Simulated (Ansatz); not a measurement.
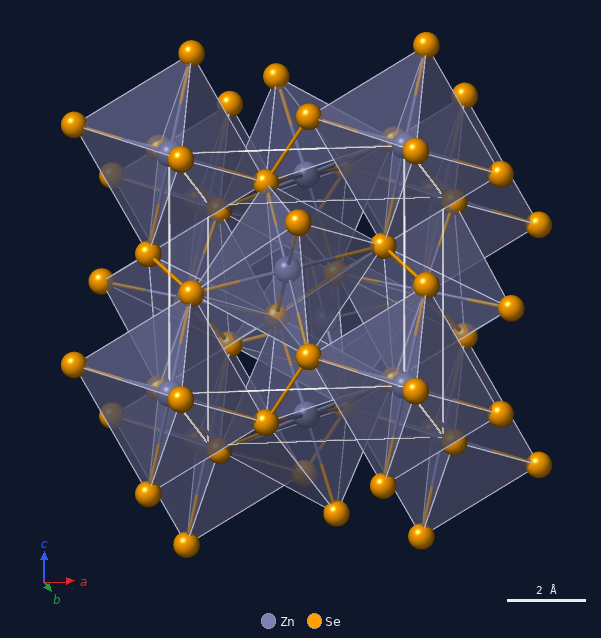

This polyhedral model is shown from a general direction. The frame is the conventional unit cell; atoms at its boundary are shown with their periodic copies. Some atoms of the next cells are drawn as well.

ZnSe2, space group Pbca (No. 61), a = 6.15 Å, b = 6.15 Å, c = 6.35 Å, α = 90.00°, β = 90.00°, γ = 90.00°.

The calculation used DFT PBEsol, scalar-relativistic, plane waves, PAW (Ansatz 0.2.0), with plane waves up to 420 eV, a 6×6×6 k-point grid, Gaussian smearing of 0.02 eV, no spin polarisation.

**Metal or not?**

A semiconductor at this level, with a gap of 0.57 eV.

**Give the pressure and its sign.**

The computed pressure is 1.0 GPa (compressed: it would expand).

The cell started as a structure listed in the Materials Project. The cell was then strained or its atoms displaced on purpose. It went into a calculation with Ansatz.
